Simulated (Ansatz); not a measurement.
The calculation's input:

```
crystal:
  lattice:
    - [7.398, 0.0, 0.0]
    - [-3.699, 6.406856, 0.0]
    - [0.0, 0.0, 12.0]
  atoms:
    - { symbol: C, position: [0.0, 0.0, 0.0833333] }
    - { symbol: C, position: [0.2222222, 0.1111111, 0.0833333] }
    - { symbol: C, position: [0.0, 0.3333333, 0.0833333] }
    - { symbol: C, position: [0.2222222, 0.4444444, 0.0833333] }
    - { symbol: C, position: [0.0, 0.6666667, 0.0833333] }
    - { symbol: C, position: [0.2222222, 0.7777778, 0.0833333] }
    - { symbol: C, position: [0.3333333, 0.0, 0.0833333] }
    - { symbol: C, position: [0.5555556, 0.1111111, 0.0833333] }
    - { symbol: C, position: [0.3333333, 0.3333333, 0.0833333] }
    - { symbol: C, position: [0.5555556, 0.4444444, 0.0833333] }
    - { symbol: C, position: [0.3333333, 0.6666667, 0.0833333] }
    - { symbol: C, position: [0.5555556, 0.7777778, 0.0833333] }
    - { symbol: C, position: [0.6666667, 0.0, 0.0833333] }
    - { symbol: C, position: [0.8888889, 0.1111111, 0.0833333] }
    - { symbol: C, position: [0.6666667, 0.3333333, 0.0833333] }
    - { symbol: C, position: [0.8888889, 0.4444444, 0.0833333] }
    - { symbol: C, position: [0.6666667, 0.6666667, 0.0833333] }
    - { symbol: C, position: [0.8888889, 0.7777778, 0.0833333] }
    - { symbol: C, position: [0.5987424, 0.2942685, 0.2625] }
    - { symbol: H, position: [0.6234528, 0.444196, 0.2325] }
    - { symbol: H, position: [0.4490044, 0.1684365, 0.2325] }
    - { symbol: H, position: [0.7235303, 0.2687173, 0.2325] }
    - { symbol: H, position: [0.5987424, 0.2942685, 0.3533333] }
basis:
  ecutwfc: 420.0
kpoints:
  mp_grid: { grid: [2, 2, 1] }
hamiltonian:
  xc: pbe
  dispersion: d3bj
scf:
  occupations: { method: fermi_dirac, width: 0.05 }
  lower_state_search: "off"
relax:
  f_tol: 0.03
  max_steps: 60
  adjacent_minimum: "off"
output:
  write_density: true
  write_potential: true
  elf: true
  volumetric_format: npy
```

Run with:

```sh
ansatz run input.yaml --threads 1 --pin off --max-ram 3072MiB --backend cpu --events-out ev --progress --plain --runs-dir out
```

The fields are those of the relaxed geometry.

All numbers below come from Ansatz, DFT PBE-D3(BJ), scalar-relativistic, plane waves, PAW.

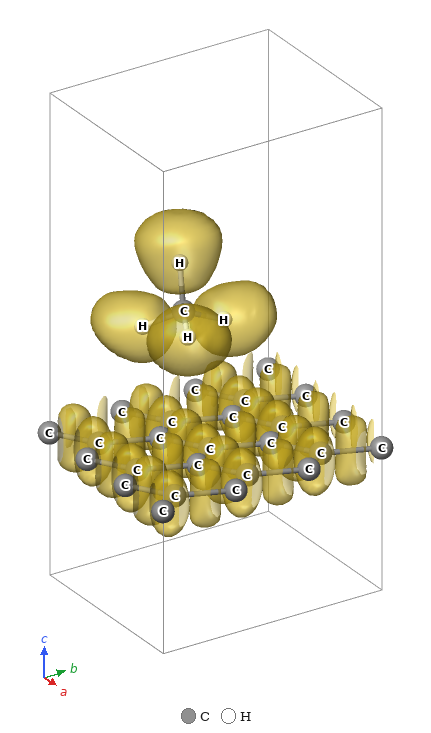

H$_{4}$C$_{19}$ (slab). Isosurface of the ELF at 0.75 (yellow), seen slightly off an axis. Only the valence region is drawn (cores and ρ < 0.01 e/Å³ removed). Sticks mark near contacts.

In a PAW calculation such maps are meaningful between the atoms, not at the nuclei.

Q: Describe the localisation domains.

A: The ELF exceeds this value in 27 regions between bonded C–C atoms (shared pairs) and four regions around hydrogen nuclei, counted in one cell of 23 atoms. Counts are for one cell; the picture repeats the cell along the surface. Along the contacts the grid gives the following. C–H (1.10 Å): the ELF climbs to about 1 towards the hydrogen, as it does in any bond to H; an ordinary covalent bond to hydrogen. C–C (1.42 Å): the ELF peaks at about 0.95 between the atoms (a covalent bond).
